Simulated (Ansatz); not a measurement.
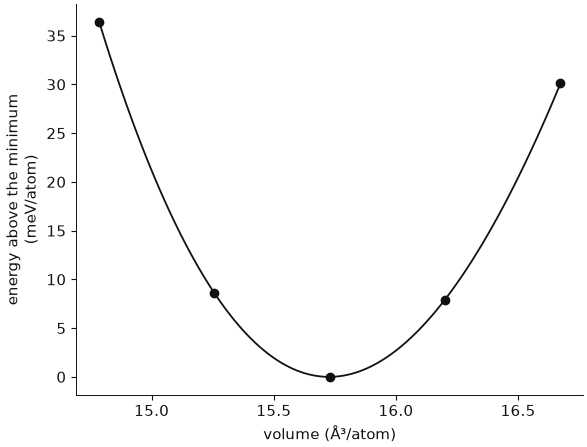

The picture above shows the energy above the minimum against volume.

Method: third-order Birch-Murnaghan fit to density functional energies at scaled volumes of the given relaxed cell, shape and atoms relaxed at each volume; energies count from the fitted minimum; plane waves with PAW datasets, Γ-centred k mesh (Ansatz 0.2.0). Level: PBEsol, no spin polarisation.

> For which of these solids was it computed?
A. Si₂Ni, Fm-3m (No. 225)
B. Zr₂N, P4_2/mnm (No. 136)
C. Au, I4/mmm (No. 139)

B, Zr₂N: energy above the minimum from 0.0 meV/atom to 36.4 meV/atom, V0 15.73 Å³/atom, B0 187 GPa. The others give: Si₂Ni, energy above the minimum from 0.0 meV/atom to 26.0 meV/atom, V0 13.06 Å³/atom, B0 158 GPa; Au, energy above the minimum from 0.0 meV/atom to 178.3 meV/atom, V0 17.02 Å³/atom, B0 175 GPa.

For Au, limits of the calculation: structure snapped to symmetry.

For Si₂Ni, limits of the calculation: no spin polarisation, a magnetic state may lie lower.
